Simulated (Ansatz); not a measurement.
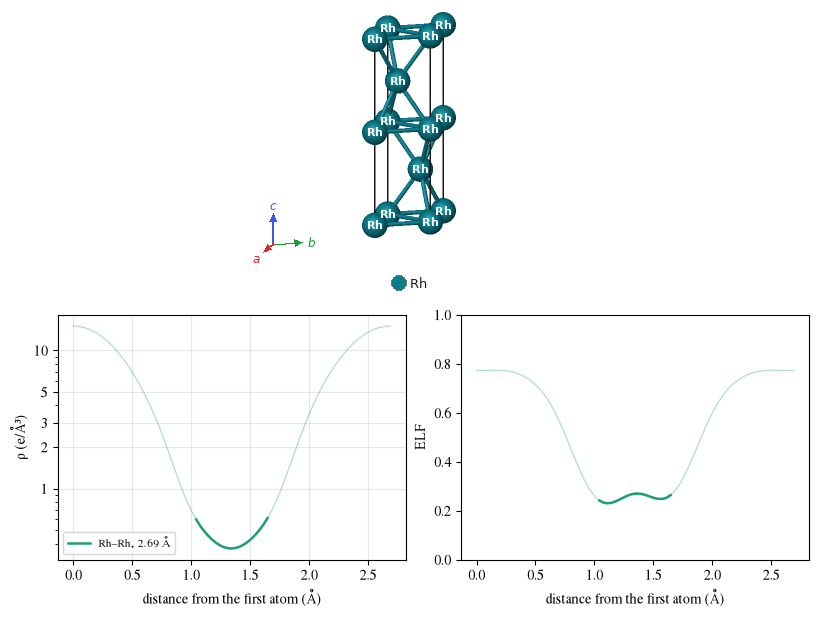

The picture shows: Rh. Valence charge density (pseudo) and ELF along straight lines between neighbouring atoms. Thin, pale parts lie inside the atomic spheres. The structure is drawn too.

Space group P6₃/mmc; a structure from a database of computed crystals, not necessarily the ambient phase; computed without spin polarisation.

All numbers below come from DFT r2SCAN, scalar-relativistic, plane waves, PAW (Ansatz 0.2.0).

Core electrons are frozen (PAW), and the valence fields are smoothed inside the atomic spheres.

> What can be read from the curves?

Rh–Rh (2.69 Å): ρ at the midpoint is about 0.37 e/Å³; the ELF is about 0.25 at the midpoint (no localised pair shows between them).
